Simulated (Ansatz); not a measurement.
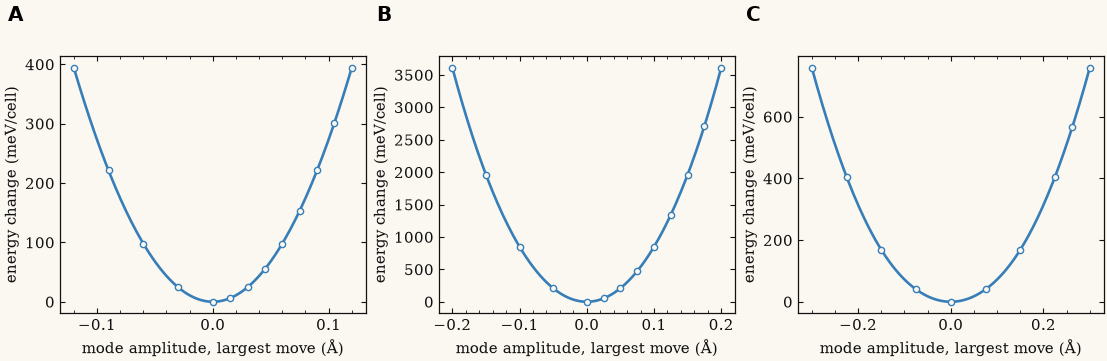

Each panel shows the energy change against mode amplitude for one of these solids: Ge, I4_1/amd (No. 141), 18.7 Å³/atom; HfO₂, P4_2/nmc (No. 137), 11.1 Å³/atom; SiO₂, P4_2/mnm (No. 136), 7.8 Å³/atom.

Method: a normal mode of the cell frozen into a crystal at growing amplitude, by plane-wave density functional theory with PAW datasets, free energies less that of the undisturbed cell, pressure positive in compression; scalar-relativistic (Ansatz 0.2.0). Level: r2SCAN, no spin polarisation.

Q: Match the panels to the solids.

A: A is HfO₂ (energy change from 0.0 meV/cell to 394.6 meV/cell); B is SiO₂ (energy change from 0.0 meV/cell to 3613.8 meV/cell); C is Ge (energy change from 0.0 meV/cell to 759.6 meV/cell).
